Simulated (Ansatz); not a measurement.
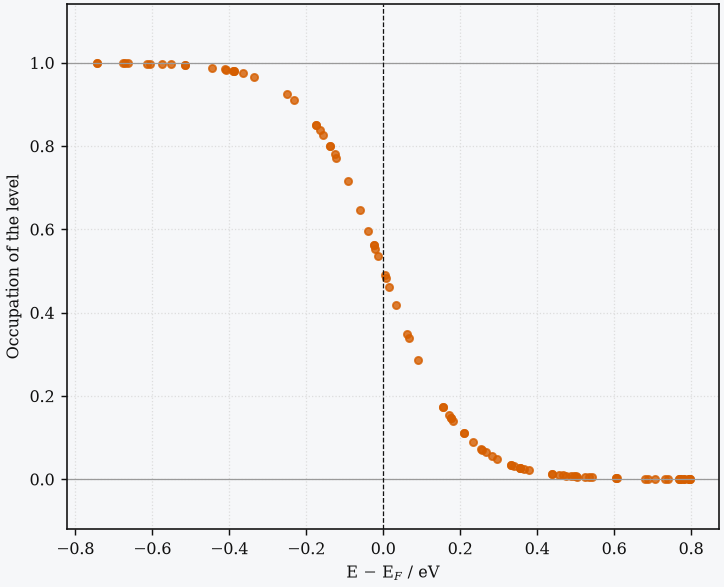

Occupations of the one-electron levels of the k mesh against their energy, from a run on Cs, space group P6_3/mmc (No. 194), 2 atoms in the cell, with Ansatz.

### Name the smearing function and its width.

Fermi-Dirac smearing with a width of 0.1 eV. The occupations stay between 0 and 1 and have long exponential tails; the slope at the Fermi level is 1/(4 × width).
